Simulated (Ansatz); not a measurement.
HfN

Input

```
crystal:
  lattice:
    - [3.0974782453, -5.495e-07, 0.0018450873]
    - [-5.495e-07, 3.0974782453, 0.0018450873]
    - [1.5501241595, 1.5501241595, 2.2752317626]
  atoms:
    - { symbol: Hf, position: [0.5, 0.5, 0.0] }
    - { symbol: "N", position: [0.0, 0.0, 0.0] }
basis:
  ecutwfc: 420
kpoints:
  mp_grid: { grid: [11, 11, 15] }
hamiltonian:
  xc: pbesol
scf:
  occupations: { method: gaussian, width: 0.1 }
output:
  forces: true
  stress: true
  eigenvalues: true
  write_density: true
  write_potential: true
  elf: true
  volumetric_format: npy
```

Run with:

```sh
ansatz run input.yaml --threads 2 --pin off --max-ram 5120MiB --backend cpu --events-out ev --progress --plain --runs-dir out
```

Below, planes, directions and counts refer to the conventional cell (a = 3.10 Å, b = 3.10 Å, c = 4.55 Å, α = 89.93°, β = 89.93°, γ = 90.00°).

Space group I4/mmm; changed on purpose from its base cell (band edges of the strained film's bulk); computed pressure about 15 GPa in this cell; computed without spin polarisation.

The calculation used DFT PBEsol, scalar-relativistic, plane waves, PAW (Ansatz 0.2.0).

Core electrons are frozen (PAW), and the valence fields are smoothed inside the atomic spheres.

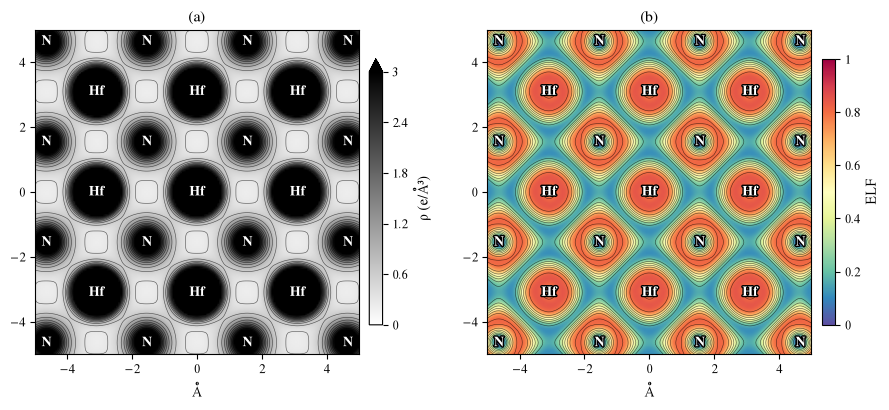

Figure 1. (a) valence pseudo-density; (b) ELF on the (001) plane of the conventional cell.

> Describe what can be read from this map.

- The plane passes through Hf and N nuclei.
- Hf–N (2.19 Å): ρ is about 0.61 e/Å³ halfway; the ELF peaks at about 0.80 in the valence shell of N, 0.6 Å from its nucleus, and drops to about 0.15 between the two atoms; no localised pair shows between them.
- Hf–Hf (3.10 Å): ρ at the midpoint is about 0.22 e/Å³; the ELF is about 0.15 at the midpoint: no localised pair shows between them.
- Between the atoms the lowest density in this plane is 0.22 e/Å³.
- The features right at Hf lie inside the PAW spheres, where the map follows smoothed inner orbitals and isn't to be read closely.

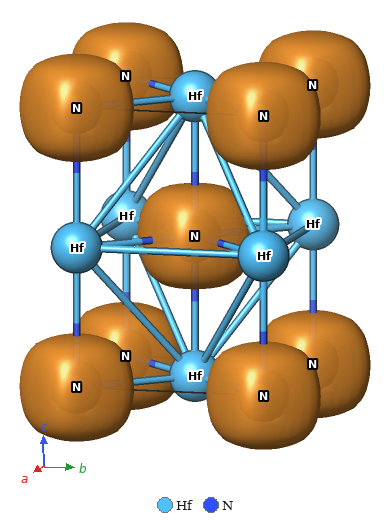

Figure 2. Isosurface of the electron localisation function at 0.65 (orange), seen slightly off an axis. Core shells and regions of very low density are left out. Sticks mark near contacts.

> What do the ELF domains correspond to?

At this value the surface marks out two regions wrapped around N (the valence shell of each), counted in one cell of 4 atoms. Regions shared between cells count once.

> Does the calculation make it a metal, or give it a gap?

It is metallic or semimetallic at this level of theory: no gap opens.
